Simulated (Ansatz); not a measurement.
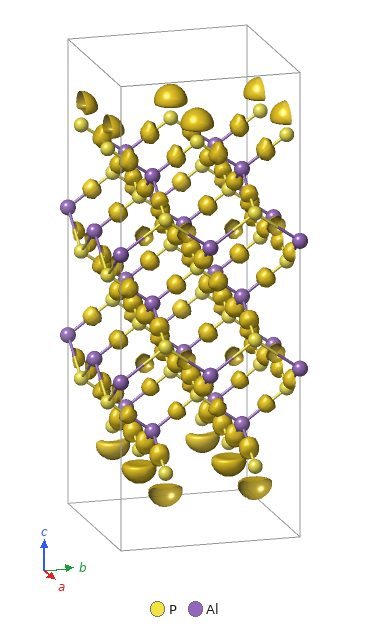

Figure. Al5P6 (slab). Isosurface of the ELF at 0.9 (yellow), seen slightly off an axis. Only the valence region is drawn (cores and ρ < 0.01 e/Å³ removed). Sticks mark near contacts.

Computed without spin polarisation.

These are results of DFT PBE, scalar-relativistic, plane waves, PAW (Ansatz), not measurements.

Core electrons are frozen (PAW), and the valence fields are smoothed inside the atomic spheres.

**Where are the electrons localised?**

The surface consists of 20 regions between bonded Al–P atoms and two lobes on P, pointing away from the bonds (lone pairs), counted in one cell of 11 atoms. Counts are for one cell; the picture repeats the cell along the surface. Profiles from the grid: Al–P (2.36 Å): the ELF peaks at about 0.95 between the atoms. Al–P (2.40 Å): the ELF peaks at about 0.95 between the atoms.
